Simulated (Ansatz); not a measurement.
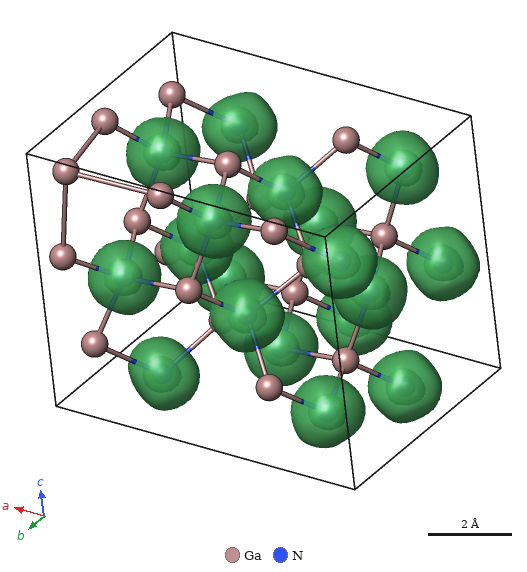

Figure 1: Ga$_{19}$N$_{18}$ (cell charge +1, with a compensating background) (cell with a defect). Isosurface of the ELF at 0.7 (green), seen at an oblique angle. Core shells and regions of very low density are left out. Sticks mark near contacts.

Theory: DFT PBE, scalar-relativistic, plane waves, PAW in Ansatz.

### Identify the bonds, lone pairs and shells in this picture.

The ELF exceeds this value in 18 regions wrapped around N (the valence shell of each), counted in one cell of 37 atoms. Any copies at cell faces, edges or corners count once. Profiles from the grid: Ga–N (1.90 Å): the ELF peaks at about 0.85 in the valence shell of N, 0.7 Å from its nucleus, and is about 0.50 at the midpoint. Ga–Ga (2.36 Å): the ELF is about 0.40 at the midpoint.
